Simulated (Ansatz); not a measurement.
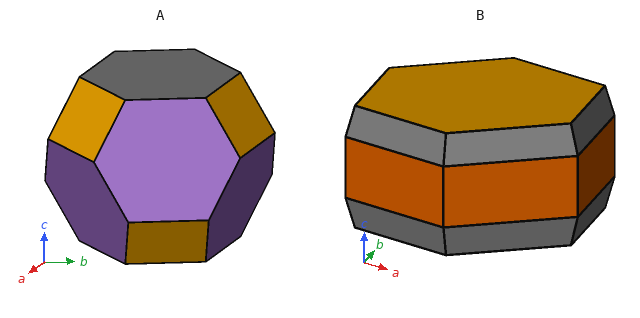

BFDH (Bravais–Friedel–Donnay–Harker) growth shapes, computed from the cell and space group alone: each face lies at a distance from the centre proportional to 1/d(hkl), with d taken for the first order that the space group does not extinguish. The rule ignores bonding, solvent and kinetics. Forms under 0.4 % of the area are left out.

1. Ir: space group P6_3/mmc (No. 194), a = 2.740 Å, b = 2.740 Å, c = 8.937 Å, α = 90.00°, β = 90.00°, γ = 120.00°; the end point of a relaxation with DFT PBE, scalar-relativistic, plane waves, PAW (Ansatz 0.2.0); the starting structure was generated, so it need not be a known form of this composition
2. Hg: space group R-3m (No. 166), a = 9.029 Å, b = 9.029 Å, c = 23.881 Å, α = 90.00°, β = 90.00°, γ = 120.00°; coordinates from a relaxation with Ansatz, DFT PBE, scalar-relativistic, plane waves, PAW; the starting structure was generated, so it need not be a known form of this composition

Match each shape to its cell.

1 is B (20 faces; forms {002}, {100}, {101}); 2 is A (14 faces; forms {101}, {003}, {012}).
